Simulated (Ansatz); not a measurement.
SiO$_{2}$

Input

```
crystal:
  lattice:
    - [-3.56095445, 3.56095445, 8.88505009]
    - [3.56095445, -3.56095445, 8.88505009]
    - [3.56095445, 3.56095445, -8.88505009]
  atoms:
    - { symbol: Si, position: [0.43412618, 0.214502315, 0.219623865] }
    - { symbol: Si, position: [0.964502315, 0.24487845, 0.280376135] }
    - { symbol: Si, position: [0.964502315, 0.68412618, 0.719623865] }
    - { symbol: Si, position: [0.31587382, 0.035497685, 0.280376135] }
    - { symbol: Si, position: [0.75512155, 0.035497685, 0.719623865] }
    - { symbol: Si, position: [0.99487845, 0.214502315, 0.780376135] }
    - { symbol: Si, position: [0.785497685, 0.00512155, 0.219623865] }
    - { symbol: Si, position: [0.785497685, 0.56587382, 0.780376135] }
    - { symbol: O, position: [0.234052185, 0.234052185, 0.0] }
    - { symbol: O, position: [0.984052185, 0.484052185, 0.5] }
    - { symbol: O, position: [0.515947815, 0.015947815, 0.5] }
    - { symbol: O, position: [0.765947815, 0.765947815, 0.0] }
    - { symbol: O, position: [0.564330595, 0.064330595, 0.12866119] }
    - { symbol: O, position: [0.814330595, 0.185669405, 0.0] }
    - { symbol: O, position: [0.185669405, 0.814330595, 0.0] }
    - { symbol: O, position: [0.935669405, 0.435669405, 0.87133881] }
    - { symbol: O, position: [0.185669405, 0.185669405, 0.37133881] }
    - { symbol: O, position: [0.935669405, 0.064330595, 0.5] }
    - { symbol: O, position: [0.564330595, 0.435669405, 0.5] }
    - { symbol: O, position: [0.814330595, 0.814330595, 0.62866119] }
    - { symbol: O, position: [0.375, 0.125, 0.25] }
    - { symbol: O, position: [0.875, 0.125, 0.25] }
    - { symbol: O, position: [0.875, 0.625, 0.75] }
    - { symbol: O, position: [0.875, 0.125, 0.75] }
kpoints:
  mp_grid: { grid: [4, 4, 4] }
scf:
  occupations: { method: fermi_dirac, width: 0.02 }
hamiltonian:
  xc: r2scan
  pseudopotentials: { kind: paw, frozen_core: stored }
output:
  forces: true
  stress: true
  populations: true
  efg: { quadrupole_moments_barn: { O: -0.02558 } }
  write_density: true
  write_potential: true
  elf: true
  volumetric_format: npy
```

Run with:

```sh
ansatz run input.yaml --threads 1 --pin off --max-ram 3072MiB --backend cpu --events-out ev --progress --plain --runs-dir out
```

Below, planes, directions and counts refer to the conventional cell (a = 7.12 Å, b = 7.12 Å, c = 17.77 Å, α = 90.00°, β = 90.00°, γ = 90.00°).

Space group I4₁/amd; a structure from a database of computed crystals, not necessarily the ambient phase.

Level of theory: Ansatz, DFT, r2SCAN, plane-wave PAW, default files, scalar-relativistic, frozen cores.

### What can the converged valence pseudo-density and electron localisation function tell about the bonding?

Si–O (1.60 Å): ρ at the midpoint is about 1.3 e/Å³; the ELF peaks at about 0.85 between the atoms; a polar covalent bond.

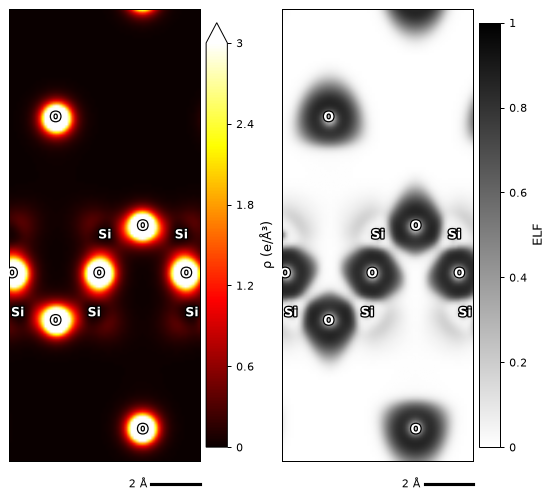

Computed valence pseudo-density and electron localisation function on the (010) plane of the conventional cell, in this order. 

Core electrons are frozen (PAW), and the valence fields are smoothed inside the atomic spheres.
